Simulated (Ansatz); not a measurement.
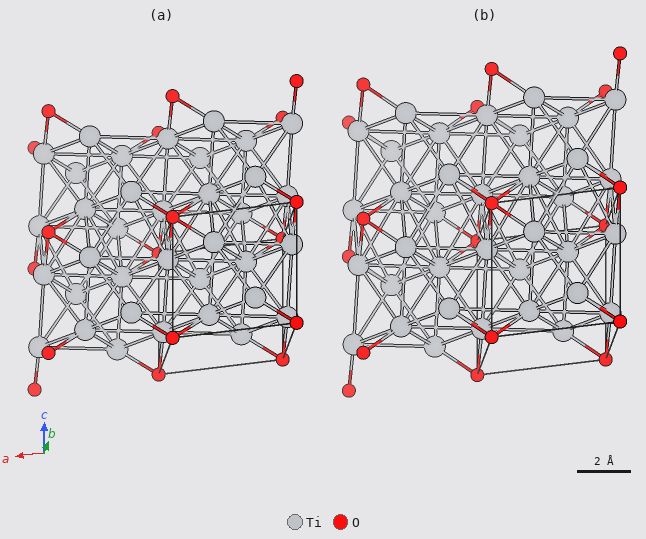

The structure of crystalline Ti6O (set up in P-31m) (coarse preliminary run) before (left) and after (right) a relaxation, at one scale.

Style: ball-and-stick. Shown: the cell of the calculation, repeated 2 × 1 × 2 with one cell outlined, from a free direction.

All numbers below come from DFT r2SCAN+U, scalar-relativistic, plane waves, PAW (Ansatz 0.2.0). Settings: plane-wave cutoff 500 eV; k-point mesh 6 × 6 × 4; occupations gaussian; smearing width 0.1 eV; U Ti 4.0 eV; collinear spin; cell and atoms relaxed; force threshold 0.05 eV/Å; at most 80 steps.

> What changed between the two?

The run was cut off at its time limit before the relaxation converged, so the last structure is only a point on the way. After 3 geometry steps the energy has fallen by 0.965 eV per cell of the calculation. The largest force component goes from 0.39 to 0.2 eV/Å. Pressure: 15.38 GPa at the start and 0.37 GPa at the end. The largest moves relative to the cell, 0.013 Å, are those of Ti atoms. O stays in place. The drawn cell changes as follows: a = b 5.130 → 5.310 Å (+3.5 %), c 4.740 → 5.257 Å (+10.9 %); the volume changes by +18.9 %. Near-neighbour distances that change, for instance: Ti–Ti 2.925 → 3.195 Å, Ti–Ti 2.925 → 3.172 Å, Ti–Ti 2.921 → 3.150 Å, O–Ti 2.079 → 2.199 Å. Bond angles that change, for instance: Ti–O–Ti 89.3° → 92.4°, Ti–O–Ti 90.7° → 87.6°. The space group stays P-31m (No. 162).
